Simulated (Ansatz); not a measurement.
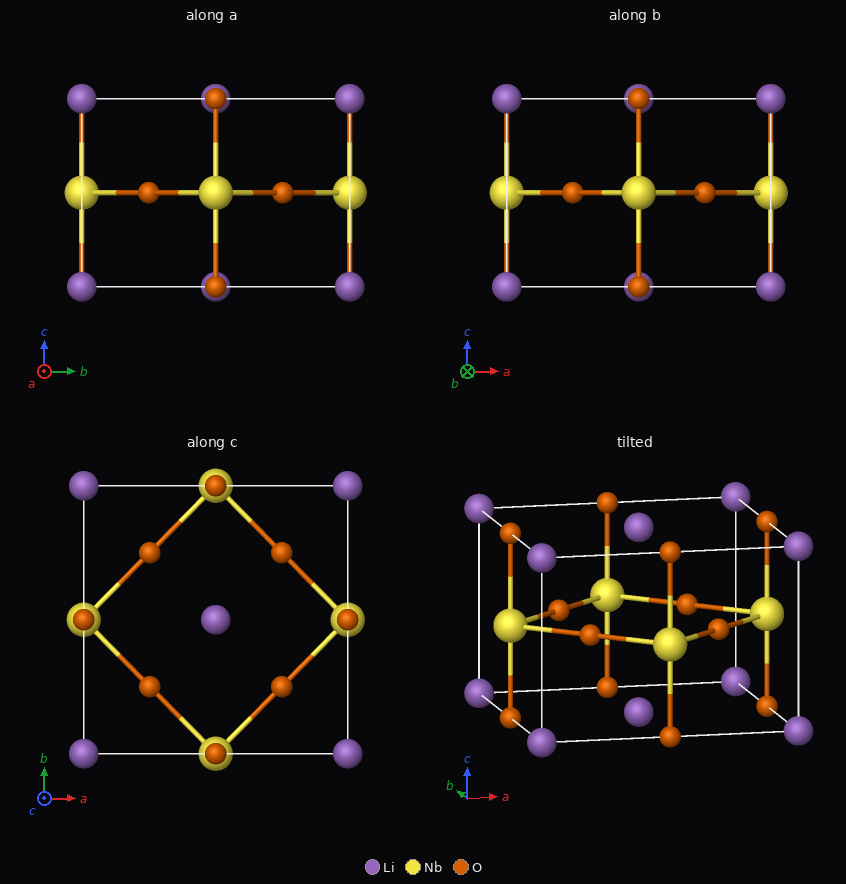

The crystal in a ball-and-stick representation, seen along the a axis, along the b axis, along the c axis and slightly off an axis. Lines trace the edges of the conventional unit cell.

Lattice parameters: a = 5.521 Å, b = 5.604 Å, c = 3.933 Å, α = 90.00°, β = 90.00°, γ = 90.00°. Put a along x and b in the xy plane.

### Convert the drawing into a POSCAR file.

```
Li Nb O
1.0
     5.521    0.000    0.000
     0.000    5.604    0.000
     0.000    0.000    3.933
Li Nb O
2 2 6
Direct
  0.0000 0.0000 0.0000
  0.5000 0.5000 0.0000
  0.5000 0.0000 0.5000
  0.0000 0.5000 0.5000
  0.5000 0.0000 0.0000
  0.2500 0.7500 0.5000
  0.2500 0.2500 0.5000
  0.0000 0.5000 0.0000
  0.7500 0.2500 0.5000
  0.7500 0.7500 0.5000
```

Origin of the cell: a structure type filled with these elements by a generator (whether the compound takes this form wasn't checked). The cell was then strained or its atoms displaced on purpose. It went into a calculation with Ansatz.
